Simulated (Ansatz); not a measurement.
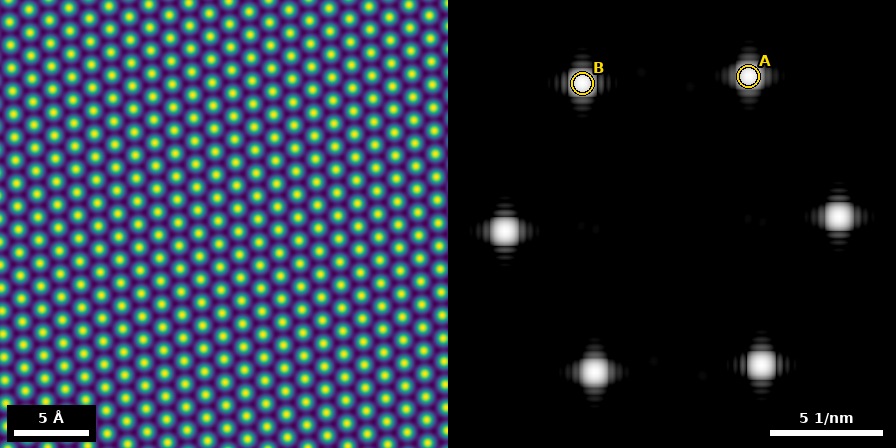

iDPC-like image of Ru (Fm-3m, No. 225) along [111]. Simulated as the projected potential of neutral atoms (B = 0.5 Å²) blurred by a 0.83 Å probe, the thin-sample limit of integrated differential phase contrast. Structure used: the input geometry of an electronic-structure calculation (not necessarily at equilibrium); the starting structure was generated, so it need not be a known form of this composition.

The right panel is the modulus of the image's Fourier transform on a logarithmic scale.

a = 3.786 Å, b = 3.786 Å, c = 3.786 Å, α = 90.00°, β = 90.00°, γ = 90.00°

**Index the marked spots and give their plane spacings (the zone axis points at the viewer; indices equivalent by symmetry, or all signs reversed, are as good).**

A: (-2 2 0), d = 1.34 Å; B: (-2 0 2), d = 1.34 Å. A and B enclose 60°, and every spot obeys the zone law hu + kv + lw = 0 for [111].
